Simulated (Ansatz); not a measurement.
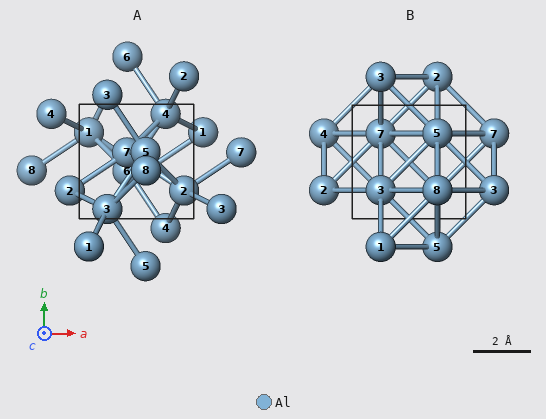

Two geometries of crystalline Al (a generated structure, set up in P4_3) (coarse preliminary run), drawn at one scale. One is the start of a relaxation, the other its converged end. The picture is a ball-and-stick view of the cell of the calculation, seen along the c axis.

All numbers below come from Ansatz, DFT PBE, scalar-relativistic, plane waves, PAW. Set-up: plane-wave cutoff 420 eV; k-point mesh 4 × 4 × 2; occupations gaussian; smearing width 0.1 eV; no spin polarisation; cell and atoms relaxed; force threshold 0.04 eV/Å; at most 70 steps.

> Which geometry has the lower energy?

Structure B is the relaxed one. The largest moves relative to the cell, 1.00 Å, are those of Al5, Al6, Al7 and Al8. Al6 goes roughly along [−3 −3 1]. The drawn cell changes as follows: a = b 4.032 → 4.002 Å (−0.7 %), c 8.831 → 8.245 Å (−6.6 %); the volume changes by −8.0 %. Among the contacts that change: Al5–Al7 4.035 → 2.873 Å, Al1–Al3 3.553 → 2.873 Å, Al1–Al5 3.530 → 2.875 Å, Al1–Al5 (another image) 3.510 → 2.873 Å. Bond angles that change, for instance: Al3–Al1–Al6 132.2° → 179.9°, Al6–Al1–Al8 107.3° → 60.5°, Al3–Al1–Al8 82.7° → 119.5°. The space group (tolerance 0.01 Å) goes from P4_3 (No. 78) to I4/mmm (No. 139). After 10 accepted moves (13 points after the start) the energy has fallen by 650 meV per atom. The largest force component goes from 1.5 to 0.0048 eV/Å. Pressure: 16.31 GPa at the start and −0.05 GPa at the end. The line search rejected the trial steps at points 8, 9 of the run. At 1 point the geometry stayed and the basis and grid were re-selected for the new cell (energy shift of 0.3 meV per atom at most each time).

Limits of the set-up: the k-point mesh is coarse for a cell with partly filled bands.
